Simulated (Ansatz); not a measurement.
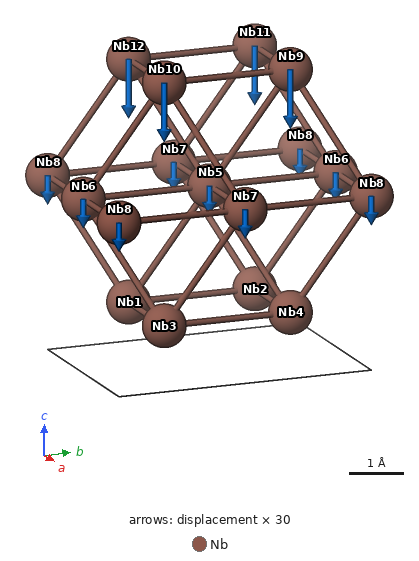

This is a constrained relaxation of a slab of composition Nb (cut from the Im-3m phase). The starting structure is drawn; blue arrows show the displacements, magnified 30 times.

Style: ball-and-stick. Shown: the cell of the calculation, outlined in the plane, without the vacuum, slightly off an axis.

Case: clean slab, lower planes held. The slab is the (1 1 0) face of Nb. 4 atoms are held fixed.

Method: Ansatz 0.2.0, DFT PBE+D3(BJ), scalar-relativistic, plane waves, PAW. Settings: plane-wave cutoff 420 eV; k-point mesh 4 × 4 × 1; occupations gaussian; smearing width 0.1 eV; no spin polarisation; dipole correction; atoms relaxed in a fixed cell; force threshold 0.03 eV/Å; at most 70 steps.

> Describe the change and its energy.

After 1 accepted move (2 points after the start) the energy has fallen by 9.7 meV per cell of the calculation. Largest force component: 0.13 eV/Å at the start, 0.0016 eV/Å at the end. The line search rejected the trial step at point 1 of the run. The largest moves, 0.038 Å, are those of Nb9, Nb10, Nb11 and Nb12. Nb11 goes along the normal (−c). The cell stays as it was. Near-neighbour distances that change, for instance: Nb1–Nb5 2.829 → 2.814 Å, Nb1–Nb6 3.267 → 3.253 Å. The run took 26 s on 4 threads of AMD EPYC 7R13 Processor (Zen 3) (shared host), peak memory 1.5 GiB.
